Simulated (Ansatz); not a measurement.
## CoSi₃: geometry relaxation (part 2 of 2)

The same run, continued: CoSi₃ (8 atoms in the cell); DFT PBE, scalar-relativistic, plane waves, PAW, no spin polarisation (Ansatz 0.2.0); cutoff 420 eV, 6×6×14 k-mesh, Gaussian smearing of 0.1 eV. The structure was made by a generator, so it may or may not be a known phase.

```
basis re-selected at this cell: Δ(F+E_penalty+E_count) = +5.174e-5 eV, ΔP = -0.001 GPa vs the last step (what re-selecting the basis moved, of the pressure what is left beyond the Pulay correction that the steps carried, after the strain that the cell walked since its last selection, with what the two solves' SCF thresholds leave and, on support functions, any second-order correction that the steps lacked; it is no measure of the basis error at this ecutwfc). This SCF's stress stands 1.00e-2 GPa from its target on what of the cell is left free (relax.cell.stress_tol is 5.00e-2 GPa) and its largest allowed force component is 8.94e-4 eV/Å (relax.f_tol is 1.00e-2 eV/Å): within both
SCF converged after 6 iterations
Free energy (F): -14068.158750 eV
Harris-Foulkes:  -14068.158750 eV  (|F-HF|=1.82e-12)
Internal energy: -14068.136389 eV  (E = F + TS)
E sigma→0 (E₀):  -14068.147570 eV
Entropy (-TS):   -0.022361 eV (-2.795 meV/atom)
Fermi energy:    9.499759 eV
--- Per-component energies (eV) ---
  E_band       = -691.337417
  E_kinetic    = 1162.895170
  E_local      = -10404.283764  (includes V_loc(G=0)·N_el)
  E_nonlocal   = 1061.426625
  E_hartree    = 4591.336463
  E_xc         = -654.171293
  E_vxc        = -697.688379  (∫ρ·V_xc dr)
  E_paw        = -6108.153949  (= ΣΔE_a)
  E_vpaw       = -996.360342  (= ΣTr[D̂ρ^β])
  E_aug_tail   = 0.000161  (compensation charges beyond the density's cutoff)
  E_ewald      = -3717.185802
  E_smearing   = -0.022361  (= −TS)
  E_closure    = -0.000000  (closes the sum)
  Σ components = -14068.158750   (vs F -14068.158750, Δ=0.00e0)
--- Forces (eV/Å), atoms counted from 1 ---
  atom   1  Co     0.00000000    -0.00000000     0.00000000
  atom   2  Co    -0.00000000     0.00000000    -0.00000000
  atom   3  Si    -0.00077420     0.00044699     0.00000000
  atom   4  Si     0.00000000    -0.00089397    -0.00000000
  atom   5  Si     0.00077420     0.00044699    -0.00000000
  atom   6  Si     0.00077420    -0.00044699    -0.00000000
  atom   7  Si     0.00000000     0.00089397     0.00000000
  atom   8  Si    -0.00077420    -0.00044699     0.00000000
  max |Σ_I F_I| component: 2.78e-17 eV/Å
--- Stress (GPa, compression-positive) ---
       -0.003639      -0.000000      -0.000000
       -0.000000      -0.003639      -0.000000
       -0.000000      -0.000000      -0.010031
  P = ⅓ Tr σ = -0.0058 GPa (-0.058 kbar)
--- Band table (eV; the first three rows and the last of 56) ---
  k-point 0: bands = ["-85.2637", "-85.2636", "-48.6418", "-48.6418", "-48.5095", "-48.5095", "-48.5094", "-48.5094", "-2.7212", "-0.6312", "-0.6312", "0.6717", "0.8667", "0.8667", "3.1938", "6.0440", "6.0440", "6.2095", "6.6001", "6.8893", "7.1727", "7.1727", "8.3404", "8.3404", "8.4432", "8.4432", "8.4566", "8.4566", "9.7349", "9.7349", "11.1251", "11.1251", "11.8255", "12.7839", "13.2957", "13.2957", "16.1054"]
  k-point 1: bands = ["-85.2631", "-85.2631", "-48.6475", "-48.6475", "-48.5089", "-48.5089", "-48.5088", "-48.5088", "-2.6118", "-0.5287", "-0.5287", "0.7881", "0.9610", "0.9610", "3.3075", "6.1078", "6.1078", "6.3021", "6.6658", "6.9412", "7.1633", "7.1633", "8.0063", "8.0063", "8.2599", "8.2599", "8.8679", "8.8679", "9.9711", "9.9711", "11.1490", "11.1490", "11.8878", "12.8484", "13.3528", "13.3528", "14.7801"]
  k-point 2: bands = ["-85.2616", "-85.2616", "-48.6635", "-48.6635", "-48.5073", "-48.5073", "-48.5072", "-48.5072", "-2.2852", "-0.2226", "-0.2226", "1.1341", "1.2411", "1.2411", "3.6444", "6.2916", "6.2916", "6.5774", "6.8465", "7.0687", "7.0797", "7.0797", "7.7666", "7.7666", "7.8992", "7.8992", "9.3732", "9.3732", "10.4854", "10.4854", "11.2163", "11.2163", "12.0611", "12.6581", "13.1594", "13.4435", "13.4435"]
  k-point 55: bands = ["-85.2529", "-85.2529", "-48.7564", "-48.7564", "-48.4978", "-48.4978", "-48.4978", "-48.4977", "2.3339", "2.6579", "2.6579", "4.1924", "4.2073", "4.2073", "4.7675", "4.7675", "5.3364", "5.9249", "5.9249", "6.0436", "6.9383", "6.9723", "6.9723", "8.0891", "8.5836", "8.5873", "8.5873", "8.6912", "8.6912", "9.8434", "9.8434", "9.9696", "11.8451", "12.2343", "12.4923", "13.2335", "13.2335"]
--- Relaxed structure (4 steps of the walk, 4 accepted, 1 SCFs on fresh bases) ---
  F+E_penalty+E_count = -14068.15875041 eV   max|allowed force component| = 8.940e-4 eV/Å   (the final SCF, on the basis selected at the relaxed cell)
  cell:  # Å, volume = 125.1711 Å³
    - [7.452084896014469, -3.046770062538632e-33, 1.904231289086645e-34]
    - [-3.7260424480072345, 6.453694831106847, -1.8797415219978235e-34]
    - [8.425344492804633e-35, -3.791405021762085e-35, 2.6026633916602266]
  atoms:
    - { symbol: Co, position: [0.33333333333333337, 0.6666666666666669, 7.251490464896e-35] }
    - { symbol: Co, position: [0.6666666666666667, 0.3333333333333333, -1.045741256516581e-34] }
    - { symbol: Si, position: [0.8138728241491215, 0.18612717585087843, 0.5000000000000001] }
    - { symbol: Si, position: [0.8138728241491215, 0.6277456482982433, 0.5000000000000001] }
    - { symbol: Si, position: [0.37225435170175686, 0.18612717585087843, 0.5000000000000001] }
    - { symbol: Si, position: [0.18612717585087848, 0.8138728241491215, 0.5000000000000001] }
    - { symbol: Si, position: [0.18612717585087843, 0.37225435170175686, 0.5000000000000001] }
    - { symbol: Si, position: [0.6277456482982431, 0.8138728241491215, 0.5000000000000001] }
```

Trajectory as extended XYZ (Å, eV, eV/Å), 5 frames, from step=1 to step=5:
```
8
Lattice="7.4252 0.0000 0.0000 -3.7126 6.4304 0.0000 0.0000 0.0000 2.6282" Properties=species:S:1:pos:R:3:forces:R:3 step=1 energy=-14068.14790 pressure_GPa=-0.37
Co    0.0000    4.2869    0.0000    0.0000   0.0000   0.0000
Co    3.7126    2.1435    0.0000    0.0000   0.0000   0.0000
Si    5.3540    1.1958    1.3141   -0.0709   0.0409   0.0000
Si    3.7126    4.0388    1.3141    0.0000  -0.0819   0.0000
Si    2.0711    1.1958    1.3141    0.0709   0.0409   0.0000
Si   -1.6414    5.2346    1.3141    0.0709  -0.0409   0.0000
Si    0.0000    2.3916    1.3141    0.0000   0.0819   0.0000
Si    1.6414    5.2346    1.3141   -0.0709  -0.0409   0.0000
8
Lattice="7.4452 0.0000 0.0000 -3.7226 6.4477 0.0000 0.0000 0.0000 2.6096" Properties=species:S:1:pos:R:3:forces:R:3 step=2 energy=-14068.15775 pressure_GPa=-0.15
Co    0.0000    4.2985    0.0000    0.0000   0.0000   0.0000
Co    3.7226    2.1492    0.0000    0.0000   0.0000   0.0000
Si    5.3680    1.1992    1.3048   -0.0347   0.0200   0.0000
Si    3.7226    4.0492    1.3048    0.0000  -0.0401   0.0000
Si    2.0771    1.1992    1.3048    0.0347   0.0200   0.0000
Si   -1.6455    5.2485    1.3048    0.0347  -0.0200   0.0000
Si    0.0000    2.3985    1.3048    0.0000   0.0401   0.0000
Si    1.6455    5.2485    1.3048   -0.0347  -0.0200   0.0000
8
Lattice="7.4533 0.0000 0.0000 -3.7266 6.4547 0.0000 0.0000 0.0000 2.6024" Properties=species:S:1:pos:R:3:forces:R:3 step=3 energy=-14068.15878 pressure_GPa=-0.04
Co    0.0000    4.3031    0.0000    0.0000   0.0000   0.0000
Co    3.7266    2.1516    0.0000    0.0000   0.0000   0.0000
Si    5.3727    1.2012    1.3012   -0.0049   0.0028   0.0000
Si    3.7266    4.0522    1.3012    0.0000  -0.0057   0.0000
Si    2.0806    1.2012    1.3012    0.0049   0.0028   0.0000
Si   -1.6460    5.2535    1.3012    0.0049  -0.0028   0.0000
Si    0.0000    2.4025    1.3012    0.0000   0.0057   0.0000
Si    1.6460    5.2535    1.3012   -0.0049  -0.0028   0.0000
8
Lattice="7.4521 0.0000 0.0000 -3.7260 6.4537 0.0000 0.0000 0.0000 2.6027" Properties=species:S:1:pos:R:3:forces:R:3 step=4 energy=-14068.15880 pressure_GPa=-0.01
Co    0.0000    4.3025    0.0000    0.0000   0.0000   0.0000
Co    3.7260    2.1512    0.0000    0.0000   0.0000   0.0000
Si    5.3715    1.2012    1.3013   -0.0008   0.0005   0.0000
Si    3.7260    4.0513    1.3013    0.0000  -0.0009   0.0000
Si    2.0806    1.2012    1.3013    0.0008   0.0005   0.0000
Si   -1.6455    5.2525    1.3013    0.0008  -0.0005   0.0000
Si    0.0000    2.4024    1.3013    0.0000   0.0009   0.0000
Si    1.6455    5.2525    1.3013   -0.0008  -0.0005   0.0000
8
Lattice="7.4521 0.0000 0.0000 -3.7260 6.4537 0.0000 0.0000 0.0000 2.6027" Properties=species:S:1:pos:R:3:forces:R:3 step=5 energy=-14068.15875 pressure_GPa=-0.01
Co    0.0000    4.3025    0.0000    0.0000   0.0000   0.0000
Co    3.7260    2.1512    0.0000    0.0000   0.0000   0.0000
Si    5.3715    1.2012    1.3013   -0.0008   0.0004   0.0000
Si    3.7260    4.0513    1.3013    0.0000  -0.0009   0.0000
Si    2.0806    1.2012    1.3013    0.0008   0.0004   0.0000
Si   -1.6455    5.2525    1.3013    0.0008  -0.0004   0.0000
Si    0.0000    2.4024    1.3013    0.0000   0.0009   0.0000
Si    1.6455    5.2525    1.3013   -0.0008  -0.0004   0.0000
```

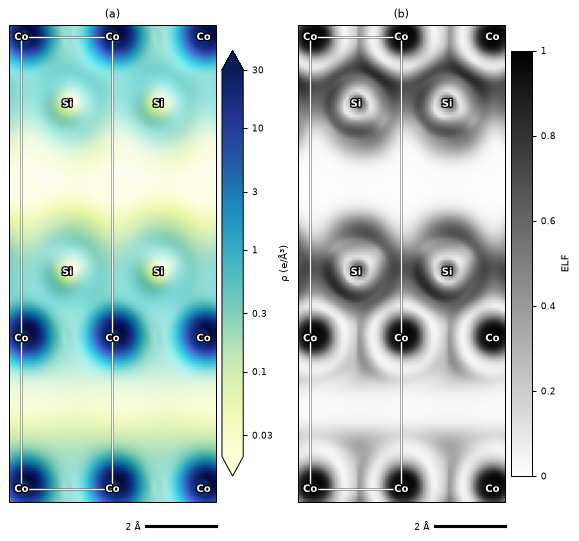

*(a) valence charge density (pseudo); (b) electron localisation function on the (110) plane of the conventional cell.*

The plane passes through Co and Si nuclei. Co–Si (2.30 Å): the density is about 0.5 e/Å³ at the midpoint; the ELF is about 0.50 at the midpoint. Away from the nuclei the density in this plane falls to 0.01 e/Å³ at its lowest. The strong features right at Co lie inside the PAW spheres (semicore, d or f shells) and say nothing about bonding. In a PAW calculation such maps are meaningful between the atoms, not at the nuclei.

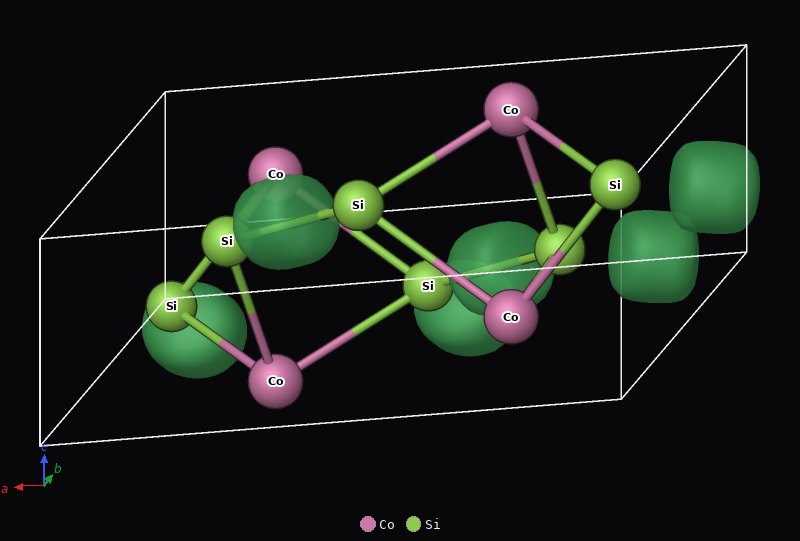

*Isosurface of the ELF at 0.8 (green), seen at an oblique angle. Only the valence region is drawn (cores and ρ < 0.01 e/Å³ removed). Sticks mark near contacts. The outline is the cell set on symmetry axes.*

The ELF exceeds this value in six regions between bonded Si–Si atoms (shared pairs), counted in one cell of 8 atoms. Along the contacts the grid gives the following. Co–Si (2.30 Å): the ELF is about 0.50 at the midpoint. Si–Si (2.40 Å): the ELF peaks at about 0.95 between the atoms (a covalent bond).

The run was set up as follows.

Input file:
```yaml
crystal:
  lattice:
    - [7.4251908422, 0.0, 0.0]
    - [-3.7125954211, 6.4304038973, 0.0]
    - [0.0, 0.0, 2.6282433706]
  atoms:
    - { symbol: Co, position: [0.3333333333, 0.6666666667, 0.0] }
    - { symbol: Co, position: [0.6666666667, 0.3333333333, 0.0] }
    - { symbol: Si, position: [0.8140430811, 0.1859569189, 0.5] }
    - { symbol: Si, position: [0.8140430811, 0.6280861622, 0.5] }
    - { symbol: Si, position: [0.3719138378, 0.1859569189, 0.5] }
    - { symbol: Si, position: [0.1859569189, 0.8140430811, 0.5] }
    - { symbol: Si, position: [0.1859569189, 0.3719138378, 0.5] }
    - { symbol: Si, position: [0.6280861622, 0.8140430811, 0.5] }
basis:
  ecutwfc: 420
kpoints:
  mp_grid: { grid: [6, 6, 14] }
hamiltonian:
  xc: pbe
scf:
  occupations: { method: gaussian, width: 0.1 }
output:
  forces: true
  stress: true
  eigenvalues: true
  write_density: true
  write_potential: true
  elf: true
  volumetric_format: npy
relax:
  adjacent_minimum: "off"
  f_tol: 0.01
  max_steps: 80
  cell: { stress_tol: 0.05 }
```

Run as:
```bash
ansatz run input.yaml --threads 1 --pin off --max-ram 2560MiB --backend cpu --events-out ev --progress --plain --runs-dir out
```

Key numbers:

```tsv
quantity	value
outcome	converged
space group (tolerance 0.01 Å)	P6/mmm (191)
electrons treated	58
free energy	−14068.1588 eV
Fermi energy	9.500 eV
gap on the k-point mesh	none (metallic)
pressure	−0.01 GPa
final volume	125.17 Å³
largest force (length of the vector) at the end	0.001 eV/Å
final cell	a = 7.452 Å, b = 7.452 Å, c = 2.603 Å, α = 90.00°, β = 90.00°, γ = 120.00°
hardware	1 thread of Arm Neoverse V1, 24 GiB of memory available, shared host
wall time	1.8 min
peak memory	0.5 GiB
```

The run has no spin polarisation, so a magnetic state may lie lower.
